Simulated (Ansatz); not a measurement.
Consider W₃C₂.

Input

```
crystal:
  lattice:
    - [2.8218545077, 0.0, 0.0]
    - [-1.1991147736, 6.7889506873, 0.0]
    - [-0.6840059688, -2.2523187583, 7.1502238761]
  atoms:
    - { symbol: W, position: [0.7308209849, 0.2716489058, 0.7771138672] }
    - { symbol: W, position: [0.5997368506, 0.6451617293, 0.8801064915] }
    - { symbol: W, position: [0.2691790151, 0.7283510942, 0.2228861328] }
    - { symbol: W, position: [0.4002631494, 0.3548382707, 0.1198935085] }
    - { symbol: W, position: [0.2739912819, 0.7694720105, 0.5921118312] }
    - { symbol: W, position: [0.7260087181, 0.2305279895, 0.4078881688] }
    - { symbol: C, position: [0.8441529236, 0.9106651895, 0.4320056361] }
    - { symbol: C, position: [0.3817730799, 0.4535804661, 0.5726741339] }
    - { symbol: C, position: [0.1558470764, 0.0893348105, 0.5679943639] }
    - { symbol: C, position: [0.6182269201, 0.5464195339, 0.4273258661] }
basis:
  ecutwfc: 420
kpoints:
  mp_grid: { grid: [14, 6, 6] }
hamiltonian:
  xc: pbe
scf:
  occupations: { method: gaussian, width: 0.1 }
output:
  forces: true
  stress: true
  eigenvalues: true
  write_density: true
  write_potential: true
  elf: true
  volumetric_format: npy
relax:
  adjacent_minimum: "off"
  f_tol: 0.01
  max_steps: 80
  cell: { stress_tol: 0.05 }
```

Run with:

```sh
ansatz run input.yaml --threads 1 --pin off --max-ram 2560MiB --backend cpu --events-out ev --progress --plain --runs-dir out
```

Below, planes, directions and counts refer to the conventional cell (a = 2.82 Å, b = 6.89 Å, c = 7.53 Å, α = 106.12°, β = 95.14°, γ = 100.25°).

The fields are those of the run's last geometry, not of the input's.

Space group P-1; a structure generated by program, which may or may not match a known phase; changed on purpose from its base cell (the structure that the rattled cell fell into).

Computed with DFT PBE, scalar-relativistic, plane waves, PAW in Ansatz.

Question: What can the converged valence pseudo-density and electron localisation function tell about the bonding?

Answer: C–C (1.45 Å): the density is about 1.8 e/Å³ at the midpoint; the ELF peaks at about 0.90 between the atoms.
W–C (2.10 Å): the density is about 0.76 e/Å³ at the midpoint; the ELF peaks at about 0.80 in the valence shell of C, 0.6 Å from its nucleus, and is about 0.25 at the midpoint.

Question: Does the calculation give a band gap?

Answer: It is metallic or semimetallic at this level of theory: no gap opens.

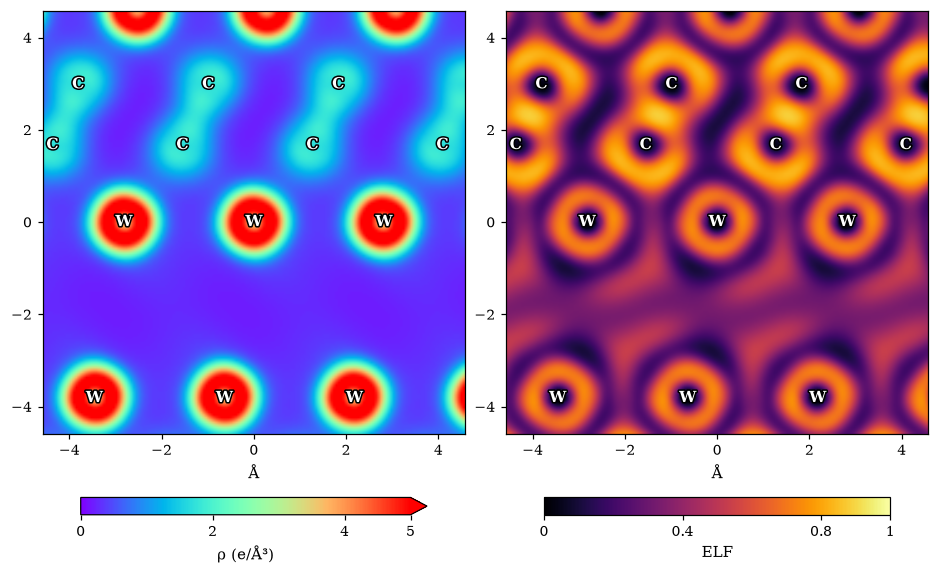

Computed valence pseudo-density and electron localisation function on the (011̄) plane of the conventional cell, in this order. 

In a PAW calculation such maps are meaningful between the atoms, not at the nuclei.
